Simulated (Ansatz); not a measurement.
System: Na.

Input

```
crystal:
  lattice:
    - [3.6951872379, 0.0, 0.0]
    - [-1.8475936189, 3.2001260197, 0.0]
    - [0.0, 0.0, 6.1030356778]
  atoms:
    - { symbol: Na, position: [0.1464172299, 0.6666666667, 0.25] }
    - { symbol: Na, position: [0.8535827701, 0.3333333333, 0.75] }
basis:
  ecutwfc: 520.0
kpoints:
  mp_grid: { grid: [15, 15, 8] }
hamiltonian:
  xc: pbe
scf:
  occupations: { method: gaussian, width: 0.15 }
output:
  forces: true
  stress: true
  eigenvalues: true
  write_density: true
  write_potential: true
  elf: true
  volumetric_format: npy
```

Launched as:

```sh
ansatz run input.yaml --threads 1 --pin off --max-ram 2048MiB --backend cpu --events-out ev --progress --plain --runs-dir out
```

Below, planes, directions and counts refer to the conventional cell (a = 3.70 Å, b = 6.10 Å, c = 3.70 Å, α = 90.00°, β = 120.00°, γ = 90.00°).

Space group P2₁/m; changed on purpose from its base cell (mode 4 frozen in at -0.700 Å, equal normal strain along x and y -0.0133).

All numbers below come from DFT PBE, scalar-relativistic, plane waves, PAW in Ansatz.

**What will maps of the valence pseudo-density and electron localisation function show?**

Na–Na (3.27 Å): ρ is about 0.03 e/Å³ halfway; the ELF is about 0.20 at the midpoint: no shared electron pair shows on this line.

**Metal or insulator at this level of theory?**

It is metallic or semimetallic at this level of theory: no gap opens.

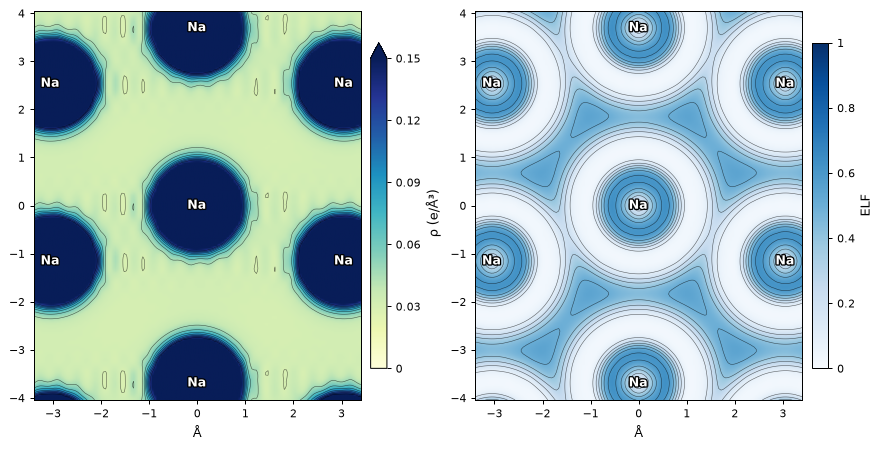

Computed valence pseudo-density and electron localisation function on the (100) plane of the conventional cell, in this order. 
